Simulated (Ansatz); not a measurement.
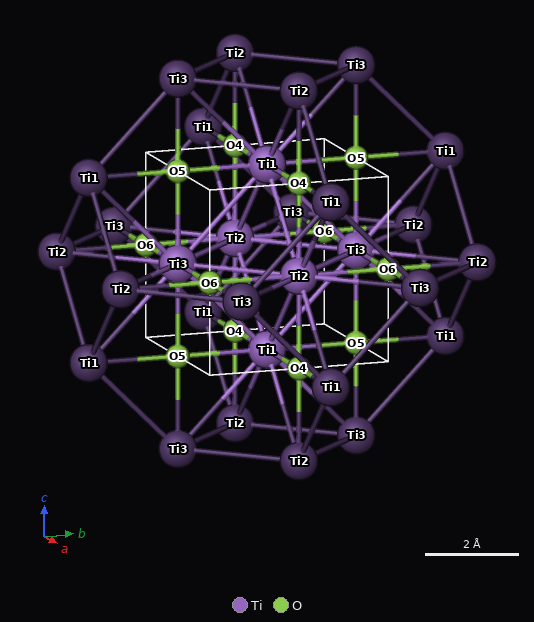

Figure 1. The input geometry of run A (ball-and-stick view of the cell of the calculation, seen slightly off an axis; neighbours outside the cell are drawn fainter; atoms are numbered from 1 in the order of the input). An atom can appear more than once, as a periodic image. Near neighbours in the periodic cell (some may lie outside the picture): Ti has 4 O at 2.04 Å and 8 Ti at 2.89 Å; O has 4 Ti at 2.04 Å.

# TiO: a changed input and its effect

System: TiO (6 atoms in the cell).
Method of run A: DFT r2SCAN, scalar-relativistic, plane waves, PAW, no spin polarisation (Ansatz 0.2.0).

The structure derives from a Materials Project entry. Text and figures count atoms from 1; the logs count them from 0 in places.

### Input, run A
```yaml
crystal:
  lattice:
    - [4.086668, 0.0, 0.0]
    - [0.0, 4.086668, 0.0]
    - [0.0, 0.0, 4.086668]
  atoms:
    - { symbol: Ti, position: [0.5, 0.5, 0.0] }
    - { symbol: Ti, position: [0.0, 0.5, 0.5] }
    - { symbol: Ti, position: [0.5, 0.0, 0.5] }
    - { symbol: O, position: [0.0, 0.5, 0.0] }
    - { symbol: O, position: [0.5, 0.0, 0.0] }
    - { symbol: O, position: [0.0, 0.0, 0.5] }
basis:
  ecutwfc: 500
kpoints:
  mp_grid: { grid: [10, 10, 10] }
hamiltonian:
  xc: r2scan
scf:
  occupations: { method: gaussian, width: 0.1 }
  lower_state_search: "off"
output:
  forces: true
  stress: true
  eigenvalues: true
```

Launched with:
```bash
ansatz run input.yaml --threads 1 --pin off --max-ram 2560MiB --backend cpu --events-out ev --progress --plain --runs-dir out
```

Hardware: 1 thread of Intel Xeon @ 2.50GHz (Skylake/Cascade Lake), 189 GiB of memory available, shared host.

### Output, shortened to warnings, some set-up lines, iterations and results (run A)
```
Basis set: ecut = 500 eV, 1743 PW (Γ), exchange–correlation on 120×120×120 points (64 copies of the dense FFT grid, shifted against one another)
Symmetry: 48 space group operations
k-points: 56 of 1000
Initial density: superposition of atomic densities (neutral atoms: chi_scale 0, normalization atom), corrected by the library's trained network
[...]
SCF iter   1: F=-9226.756721 eV  HF=-9226.952707 eV  |F-HF|=1.96e-1  |Δ(HF+E_count)|=         —  Δρ=2.28e-2  dr2=4.38e-1  dr2_τ=2.93e-1  ethr=1.77e-3  ⟨swp⟩=4.6  Hψ=7597  …
SCF iter   2: F=-9226.993875 eV  HF=-9227.055344 eV  |F-HF|=6.15e-2  |Δ(HF+E_count)|=   1.03e-1  Δρ=1.36e-2  dr2=8.26e-2  dr2_τ=2.52e-2  ethr=8.11e-4  ⟨swp⟩=3.2  Hψ=4059  …
SCF iter   3: F=-9227.039426 eV  HF=-9227.044354 eV  |F-HF|=4.93e-3  |Δ(HF+E_count)|=   1.10e-2  Δρ=2.87e-3  dr2=6.15e-3  dr2_τ=3.51e-4  ethr=1.53e-4  ⟨swp⟩=2.1  Hψ=3144  …
SCF iter   4: F=-9227.043556 eV  HF=-9227.043544 eV  |F-HF|=1.20e-5  |Δ(HF+E_count)|=   8.10e-4  Δρ=5.94e-4  dr2=1.25e-4  dr2_τ=3.01e-5  ethr=1.14e-5  ⟨swp⟩=2.0  Hψ=2962  …
SCF iter   5: F=-9227.043608 eV  HF=-9227.043587 eV  |F-HF|=2.05e-5  |Δ(HF+E_count)|=   4.29e-5  Δρ=1.89e-4  dr2=1.28e-5  dr2_τ=1.00e-6  ethr=2.32e-7  ⟨swp⟩=2.0  Hψ=3463  …
SCF iter   6: F=-9227.043614 eV  HF=-9227.043612 eV  |F-HF|=2.08e-6  |Δ(HF+E_count)|=   2.49e-5  Δρ=5.88e-5  dr2=1.14e-6  dr2_τ=5.08e-8  ethr=2.36e-8  ⟨swp⟩=2.0  Hψ=2518  …
SCF iter   7: F=-9227.043614 eV  HF=-9227.043614 eV  |F-HF|=2.82e-8  |Δ(HF+E_count)|=   2.39e-6  Δρ=1.22e-5  dr2=7.60e-8  dr2_τ=2.48e-9  ethr=1.85e-10  ⟨swp⟩=8.3  Hψ=8168  …
SCF 1 converged in 7 iterations: F = -9227.043614 eV  dr2 = 7.60e-8
SCF converged after 7 iterations
Free energy (F): -9227.043614 eV
Harris-Foulkes:  -9227.043614 eV  (|F-HF|=2.82e-8)
Internal energy: -9227.017211 eV  (E = F + TS)
E sigma→0 (E₀):  -9227.030413 eV
Entropy (-TS):   -0.026404 eV (-4.401 meV/atom)
Fermi energy:    12.879276 eV
--- Per-component energies (eV) ---
  E_band       = -516.037625
  E_kinetic    = 1350.525583
  E_local      = -3338.106006  (includes V_loc(G=0)·N_el)
  E_nonlocal   = 160.301423
  E_hartree    = 1315.607956
  E_xc         = -501.774060
  E_vxc        = -719.305047  (∫ρ·V_xc dr)
  E_paw        = -3648.668858  (= ΣΔE_a)
  E_vpaw       = -648.451742  (= ΣTr[D̂ρ^β])
  E_aug_tail   = 0.003204  (compensation charges beyond the density's cutoff)
  E_vtau       = 47.792293  (kinetic-family band-sum trace: ∫τ·v_τ [+ j·A + Jᵃ·Aᵃ] dr)
  E_ewald      = -4564.050259
  E_core_change = -0.856194  (= ΣΔE_core)
  E_smearing   = -0.026404  (= −TS)
  E_closure    = -0.000000  (closes the sum)
  Σ components = -9227.043614   (vs F -9227.043614, Δ=0.00e0)
--- Forces (eV/Å), atoms counted from 1 ---
  atom   1  Ti     0.00000000     0.00000000     0.00000000
  atom   2  Ti     0.00000000     0.00000000     0.00000000
  atom   3  Ti     0.00000000    -0.00000000    -0.00000000
  atom   4  O      0.00000000     0.00000000    -0.00000000
  atom   5  O      0.00000000     0.00000000    -0.00000000
  atom   6  O      0.00000000    -0.00000000    -0.00000000
  max |Σ_I F_I| component: 1.08e-28 eV/Å
--- Stress (GPa, compression-positive) ---
       -4.791020      -0.000000       0.000000
       -0.000000      -4.791020       0.000000
       -0.000000       0.000000      -4.791020
  P = ⅓ Tr σ = -4.7910 GPa (-47.910 kbar)
```

For run B the input was changed thus:
```diff
-    - [4.086668, 0.0, 0.0]
-    - [0.0, 4.086668, 0.0]
-    - [0.0, 0.0, 4.086668]
+    - [3.8862927068, 0.0, 0.0]
+    - [0.0, 3.8862927068, 0.0]
+    - [0.0, 0.0, 3.8862927068]
```

How does run B compare with run A?

With the same functional and potentials, run B lies 137.0 meV per atom higher. The pressure goes from −4.79 to 37.57 GPa. The volume per atom goes from 11.38 to 9.78 Å³. The number of SCF iterations is the same. The plane waves at Γ go from 1743 to 1503.

### Output, shortened to warnings, some set-up lines, iterations and results (run B)
```
Basis set: ecut = 500 eV, 1503 PW (Γ), exchange–correlation on 120×120×120 points (64 copies of the dense FFT grid, shifted against one another)
Symmetry: 48 space group operations
k-points: 56 of 1000
Initial density: superposition of atomic densities (neutral atoms: chi_scale 0, normalization atom), corrected by the library's trained network
[...]
SCF iter   1: F=-9226.074391 eV  HF=-9226.007842 eV  |F-HF|=6.65e-2  |Δ(HF+E_count)|=         —  Δρ=1.89e-2  dr2=2.37e-1  dr2_τ=3.98e-1  ethr=1.77e-3  ⟨swp⟩=4.7  Hψ=7663  …
SCF iter   2: F=-9226.195485 eV  HF=-9226.232193 eV  |F-HF|=3.67e-2  |Δ(HF+E_count)|=   2.24e-1  Δρ=1.08e-2  dr2=4.54e-2  dr2_τ=1.27e-2  ethr=4.39e-4  ⟨swp⟩=2.8  Hψ=4203  …
SCF iter   3: F=-9226.219652 eV  HF=-9226.221737 eV  |F-HF|=2.08e-3  |Δ(HF+E_count)|=   1.05e-2  Δρ=2.64e-3  dr2=3.59e-3  dr2_τ=2.71e-4  ethr=8.41e-5  ⟨swp⟩=2.8  Hψ=3656  …
SCF iter   4: F=-9226.221815 eV  HF=-9226.221707 eV  |F-HF|=1.08e-4  |Δ(HF+E_count)|=   2.99e-5  Δρ=6.02e-4  dr2=9.48e-5  dr2_τ=1.81e-5  ethr=6.65e-6  ⟨swp⟩=2.0  Hψ=2829  …
SCF iter   5: F=-9226.221834 eV  HF=-9226.221830 eV  |F-HF|=4.26e-6  |Δ(HF+E_count)|=   1.23e-4  Δρ=2.45e-4  dr2=2.44e-5  dr2_τ=1.43e-6  ethr=1.76e-7  ⟨swp⟩=2.0  Hψ=3240  …
SCF iter   6: F=-9226.221843 eV  HF=-9226.221842 eV  |F-HF|=1.40e-6  |Δ(HF+E_count)|=   1.22e-5  Δρ=6.23e-5  dr2=1.19e-6  dr2_τ=5.35e-8  ethr=4.52e-8  ⟨swp⟩=2.0  Hψ=3010  …
SCF iter   7: F=-9226.221844 eV  HF=-9226.221844 eV  |F-HF|=4.27e-9  |Δ(HF+E_count)|=   1.75e-6  Δρ=7.48e-6  dr2=2.43e-8  dr2_τ=1.83e-9  ethr=1.85e-10  ⟨swp⟩=8.3  Hψ=8491  …
SCF 1 converged in 7 iterations: F = -9226.221844 eV  dr2 = 2.43e-8
SCF converged after 7 iterations
Free energy (F): -9226.221844 eV
Harris-Foulkes:  -9226.221844 eV  (|F-HF|=4.27e-9)
Internal energy: -9226.199657 eV  (E = F + TS)
E sigma→0 (E₀):  -9226.210750 eV
Entropy (-TS):   -0.022186 eV (-3.698 meV/atom)
Fermi energy:    15.588933 eV
--- Per-component energies (eV) ---
  E_band       = -379.937905
  E_kinetic    = 1377.878220
  E_local      = -3024.758398  (includes V_loc(G=0)·N_el)
  E_nonlocal   = 162.521358
  E_hartree    = 1220.382161
  E_xc         = -508.414018
  E_vxc        = -728.696238  (∫ρ·V_xc dr)
  E_paw        = -3653.585867  (= ΣΔE_a)
  E_vpaw       = -655.552475  (= ΣTr[D̂ρ^β])
  E_aug_tail   = 0.003471  (compensation charges beyond the density's cutoff)
  E_vtau       = 47.906171  (kinetic-family band-sum trace: ∫τ·v_τ [+ j·A + Jᵃ·Aᵃ] dr)
  E_ewald      = -4799.370390
  E_core_change = -0.856194  (= ΣΔE_core)
  E_smearing   = -0.022186  (= −TS)
  E_closure    = -0.000000  (closes the sum)
  Σ components = -9226.221844   (vs F -9226.221844, Δ=0.00e0)
--- Forces (eV/Å), atoms counted from 1 ---
  atom   1  Ti     0.00000000     0.00000000     0.00000000
  atom   2  Ti     0.00000000    -0.00000000    -0.00000000
  atom   3  Ti     0.00000000    -0.00000000    -0.00000000
  atom   4  O      0.00000000    -0.00000000    -0.00000000
  atom   5  O      0.00000000     0.00000000     0.00000000
  atom   6  O      0.00000000     0.00000000     0.00000000
  max |Σ_I F_I| component: 1.19e-28 eV/Å
--- Stress (GPa, compression-positive) ---
       37.570432      -0.000000       0.000000
       -0.000000      37.570432       0.000000
        0.000000       0.000000      37.570432
  P = ⅓ Tr σ = 37.5704 GPa (375.704 kbar)
```

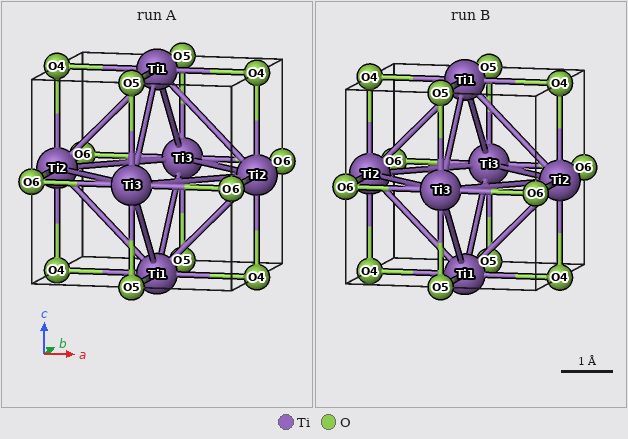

Figure 2. The two input geometries at one scale (ball-and-stick view of the cell of the calculation, seen slightly off an axis). No atom moves by more than 0.005 Å relative to the cell. The volume changes by −14.0 %, with a = b = c 4.087 → 3.886 Å (−4.9 %). Among the contacts that change: Ti1–Ti2 2.890 → 2.748 Å, Ti1–O4 2.043 → 1.943 Å.

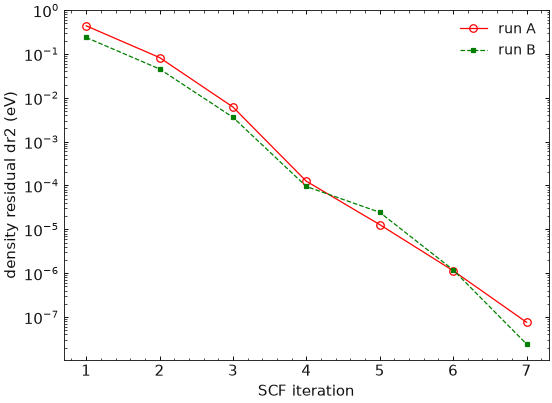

Figure 3. Convergence of the two runs: density residual dr2 against the SCF iteration. Run A takes 7 iterations in all, and run B takes 7.

### The two runs side by side

| quantity | run A | run B |
| --- | --- | --- |
| outcome | converged | converged |
| free energy per atom (eV) | −1537.8406 | −1537.7036 |
| energy per atom, smearing taken to zero (eV) | −1537.8384 | −1537.7018 |
| gap on the mesh (eV) | 0.00 | 0.00 |
| pressure (GPa) | −4.79 | 37.57 |
| volume per atom (Å³) | 11.38 | 9.78 |
| largest force (eV/Å) | 0.000 | 0.000 |
| SCF iterations | 7 | 7 |
| irreducible k-points | 56 | 56 |
| plane waves at Γ | 1743 | 1503 |
| wall time (shared host) | 29 s | 33 s |

For run B: The cell is under a pressure of 38 GPa at this level, so it is not at its equilibrium volume.
